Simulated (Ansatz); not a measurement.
## Electronic structure of WSe₂ in real space

The calculation's input:

```
crystal:
  lattice:
    - [-3.2070427331, 0.0, 0.0]
    - [-1.6035213665, -2.7773804779, 0.0]
    - [-0.8017606833, -1.388690239, 13.4928484138]
  atoms:
    - { symbol: W, position: [0.0, -0.375, 0.75] }
    - { symbol: W, position: [0.0, -0.125, 0.25] }
    - { symbol: Se, position: [0.3333333333, -0.1036713463, 0.8740093592] }
    - { symbol: Se, position: [0.3333333333, 0.1463286537, 0.3740093592] }
    - { symbol: Se, position: [0.3333333333, 0.2703380129, 0.1259906408] }
    - { symbol: Se, position: [0.3333333333, 0.0203380129, 0.6259906408] }
basis:
  ecutwfc: 420
kpoints:
  mp_grid: { grid: [10, 10, 2] }
hamiltonian:
  xc: lda
  pseudopotentials: { kind: paw, azcp: { folder: soft_1 } }
  dispersion: d3bj
scf:
  occupations: { method: gaussian, width: 0.05 }
output:
  forces: true
  stress: true
  eigenvalues: true
  write_density: true
  write_potential: true
  elf: true
  volumetric_format: npy
```

Command:

```sh
ansatz run input.yaml --threads 2 --pin off --max-ram 4096MiB --backend cpu --events-out ev --progress --plain --runs-dir out
```

Below, planes, directions and counts refer to the conventional cell (a = 3.21 Å, b = 26.99 Å, c = 5.55 Å, α = 90.00°, β = 90.00°, γ = 90.00°).

Space group Fmm2; a point of a scan over the structure, not its minimum; a structure from a database of computed crystals, not necessarily the ambient phase; PAW files of the earlier set (soft_1).

Level of theory: DFT LDA+D3(BJ), scalar-relativistic, plane waves, PAW (Ansatz 0.2.0).

Core electrons are frozen (PAW), and the valence fields are smoothed inside the atomic spheres.

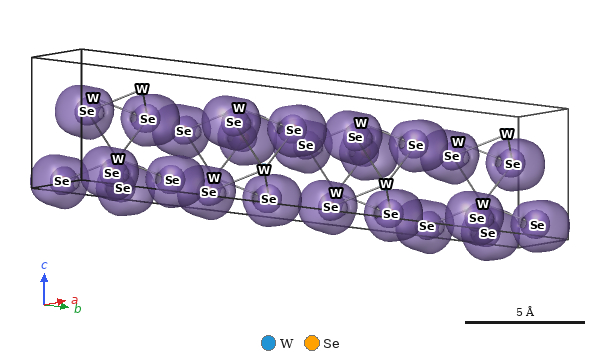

Figure 1. Isosurface of the electron localisation function at 0.65 (purple), seen at an oblique angle. Core shells and regions of very low density are left out. Sticks mark near contacts.

### Identify the bonds, lone pairs and shells in this picture.

At this value the surface marks out 16 regions wrapped around Se (the valence shell of each), counted in one cell of 24 atoms. Any copies at cell faces, edges or corners count once.


W–Se (2.50 Å): the ELF is about 0.50 at the midpoint.

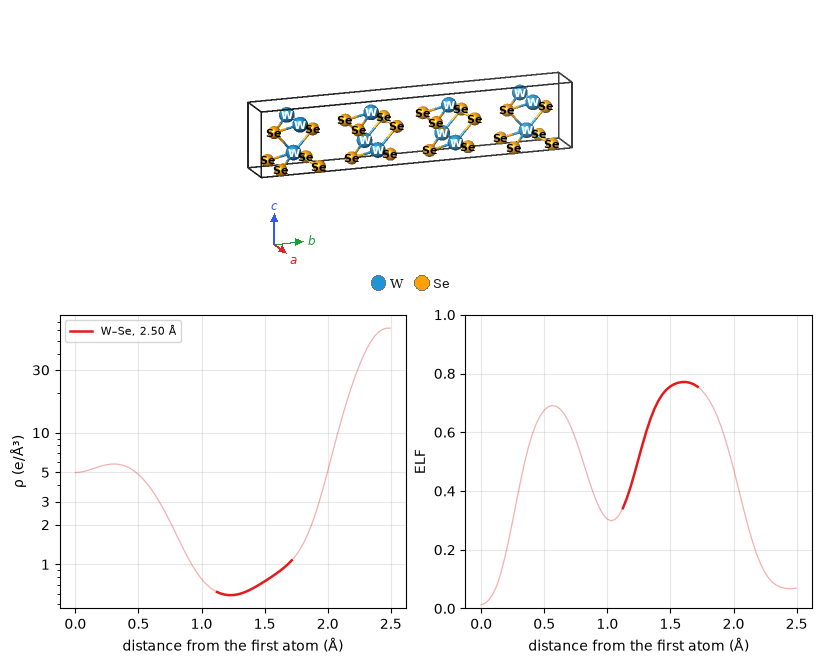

Figure 2. Valence electron density and electron localisation function along straight lines between neighbouring atoms. Thin, pale parts lie inside the atomic spheres. The structure is drawn too.

### What can be read from the curves?

W–Se (2.50 Å): ρ is about 0.58 e/Å³ halfway; the ELF is about 0.50 at the midpoint.

### Does the calculation make it a metal, or give it a gap?

It is gapped, with a Kohn–Sham gap of 1.2 eV on the k-point mesh (the band edges may lie off the mesh, which would make the gap smaller).
